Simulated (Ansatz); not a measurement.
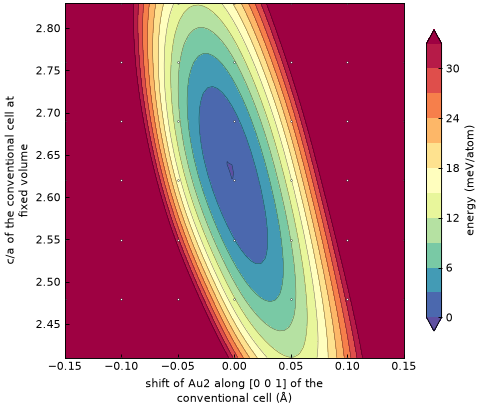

AlAu₂ (I4/mmm, No. 139; 3 atoms in the cell). 
- The energy is mapped over a free internal coordinate and the cell.
- First axis: shift of Au2 along [0 0 1] of the conventional cell, Cartesian (0 0 1), its symmetry partners moved as symmetry demands (measured in the relaxed cell). Second axis: c/a of the conventional cell at fixed volume.
- Nothing is relaxed (all other coordinates fixed).
- Grid: 7 × 7 points.
- Points are written as (first, second).
- Energies are in meV/atom, from the lowest grid point.
- These are results of Ansatz 0.2.0, DFT LDA, scalar-relativistic, plane waves, PAW, not measurements. Settings: cutoff 420 eV, k-mesh 16×16×16, gaussian smearing 0.15 eV, no spin polarisation.

In the figure: filled contours, dots at the grid points, one colour for all values above the top of the scale. Between grid points the surface is interpolated.

Estimate the position of the minimum and the force constants in these coordinates.

The interpolated minimum is at the first coordinate ≈ −0.003 Å, the second coordinate ≈ 2.631. The curvatures there are about 37 eV/Å² and 3.1 eV, with a cross term of about 7.1 eV/Å (per cell of 3 atoms). Round the minimum the valley is strongly tilted: raising the first coordinate shifts the best value of the second coordinate downwards (coupling k₁₂/√(k₁₁k₂₂) about 0.7).
